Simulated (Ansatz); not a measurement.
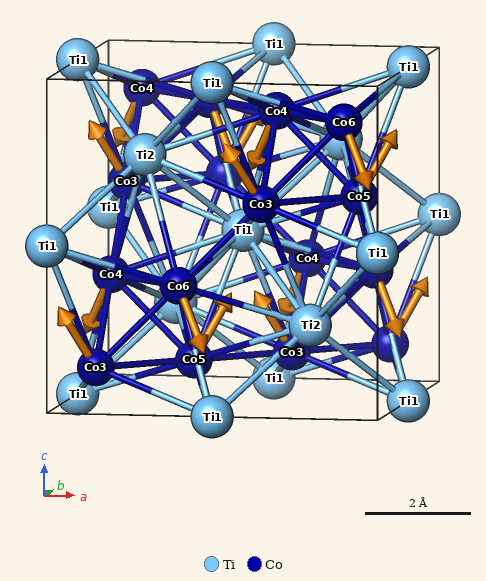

Lattice vibrations of a crystal of TiCo2 at 0.98 times its rest volume, at the zone centre. The optical levels lie at 26i (×3), 172 (×3), 220 (×2), 251 (×3), 326 (×3), 424 cm⁻¹. One mode is drawn. Displacements are drawn as orange arrows; their common scale and sign are arbitrary. A ball-and-stick model of the conventional cell (4 times the calculation's cell), seen from a free direction. Lengths and directions refer to the drawn axes.

Computed with DFT LDA, scalar-relativistic, plane waves, PAW in Ansatz 0.2.0. Settings: plane-wave cutoff 420 eV; k-point mesh 10 × 10 × 10; occupations fermi dirac; smearing width 0.15 eV; no spin polarisation.

The frequencies depend somewhat on the k-mesh and the smearing.

### To which level does it belong?

The level at 220 cm⁻¹. This is the E_u mode (doubly degenerate; one member of the set is drawn), optical level 3 of 6, counted from below (1 lower level is imaginary, so the structure is unstable), silent by symmetry (neither infrared- nor Raman-active). The Ti atoms stay at rest; atoms of one kind move against one another, with no net shift of their sublattice.

Limits of the set-up: an element that often carries a moment was run without spin polarisation.
